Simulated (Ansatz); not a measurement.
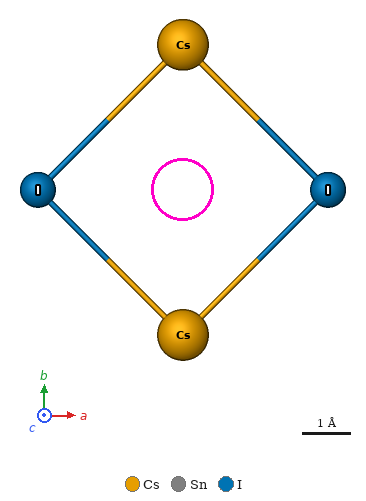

Perfect CsSnI3. The picture is a ball-and-stick view of the atoms within 6.0 Å of one point, in a slice 4.2 Å thick across the line of sight, seen along the c axis.

Computed with DFT, PBEsol, PAW, plane waves in Ansatz. (plane-wave cutoff 420 eV; k-point mesh 1 × 1 × 1; mesh shifted by (0.25, 0.25, 0.25); no spin polarisation) Fermi-Dirac smearing of 0.01 eV. A uniform background neutralises the charged cell. The axes drawn are those of the host's conventional cell.

An extra iodine atom is put between the host's atoms (an interstitial) at the ringed place, in charge state +1. The supercell has 40 sites, and the atoms are relaxed at the host's cell.

> How do the neighbours respond?

The I atom starts with 4 I at 3.07 to 3.08 Å, 2 Cs at 3.08 Å around its place and ends with 2 I at 2.90 to 2.94 Å. Of the host's atoms, an iodine atom moves furthest from its site, by 0.93 Å. The I atom itself moves 0.20 Å from where it was put.

The relaxed defect, seen from the same direction:

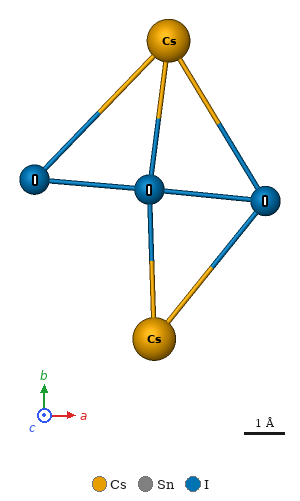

Limits of the set-up: the cell is charged, on a uniform background, and energies carry no finite-size correction.
